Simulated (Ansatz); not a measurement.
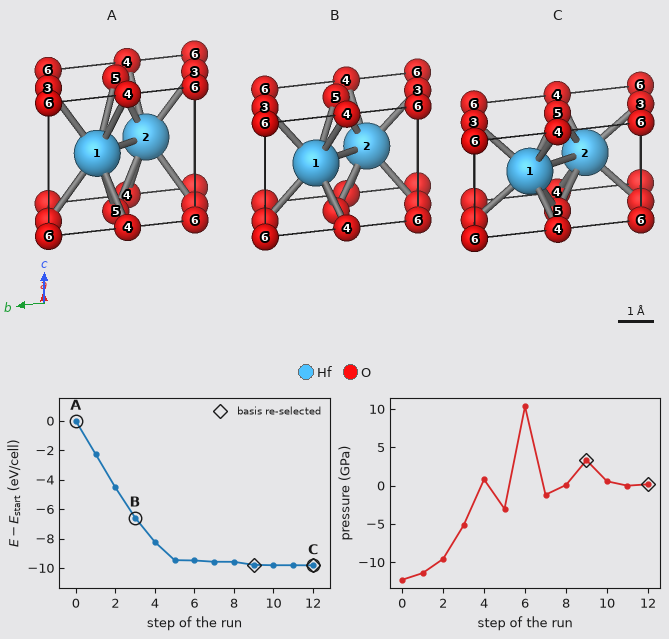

Frames of a relaxation of a crystal of HfO₂ (a generated structure, set up in P-62m) (coarse preliminary run), marked on the history of the run. The picture is a ball-and-stick view of the cell of the calculation, seen from a free direction.

These are results of DFT PBE, scalar-relativistic, plane waves, PAW in Ansatz 0.2.0, not measurements.

Input file:
```yaml
crystal:
  lattice:
    - [4.85674082, 0.0, 0.0]
    - [-2.42837041, 4.20606093, 0.0]
    - [0.0, 0.0, 3.89719354]
  atoms:
    - { symbol: Hf, position: [0.33333333, 0.66666667, 0.5] }
    - { symbol: Hf, position: [0.66666667, 0.33333333, 0.5] }
    - { symbol: O, position: [0.46051022, 0.0, 0.0] }
    - { symbol: O, position: [0.0, 0.46051022, 0.0] }
    - { symbol: O, position: [0.53948978, 0.53948978, 0.0] }
    - { symbol: O, position: [0.0, 0.0, 0.0] }
basis:
  ecutwfc: 420
kpoints:
  mp_grid: { grid: [6, 6, 4] }
hamiltonian:
  xc: pbe
scf:
  occupations: { method: gaussian, width: 0.1 }
  lower_state_search: "off"
output:
  forces: true
  stress: true
  eigenvalues: true
relax:
  adjacent_minimum: "off"
  f_tol: 0.04
  max_steps: 70
  cell: { stress_tol: 0.4 }
```

Run as
```bash
ansatz run input.yaml --threads 1 --pin off --max-ram 2560MiB --backend cpu --events-out ev --progress --plain --runs-dir out
```

Describe the path.

Answer. The largest moves relative to the cell, 0.22 Å, are those of O3, O4 and O5. O4 goes along +b. Hf stays in place. The volume changes by −5.3 %, with a = b 4.857 → 5.523 Å (+13.7 %), c 3.897 → 2.853 Å (−26.8 %). Some distances before and after: Hf1–Hf1 3.897 → 2.853 Å, Hf1–Hf2 2.804 → 3.189 Å, Hf1–O3 2.408 → 2.139 Å. Among the angles between lasting bonds that change: Hf1–O4–Hf2 71.2° → 96.4°, Hf1–O4–Hf1 108.0° → 83.6°, Hf1–O4–Hf2 170.9° → 180.0°. The space group (tolerance 0.01 Å) goes from P-62m (No. 189) to P6/mmm (No. 191). After 10 accepted moves (12 points after the start) the energy has fallen by 9.819 eV per cell of the calculation. The largest force component goes from 0.037 to 0.00065 eV/Å. The pressure goes from −12.28 to 0.18 GPa. The SCF was repeated twice at an unchanged geometry on a basis and grid sized afresh for the cell, which shifted the energy by 0.208 eV per cell of the calculation at most. From step 0 to 3: O atoms move most (0.03 Å), volume −7.1 %, energy −6.576 eV per cell of the calculation. From step 3 to 12: O atoms move most (0.19 Å), volume +1.9 %, energy −3.244 eV per cell of the calculation.

Limits of the set-up: the k-point mesh is coarse for a cell with partly filled bands.
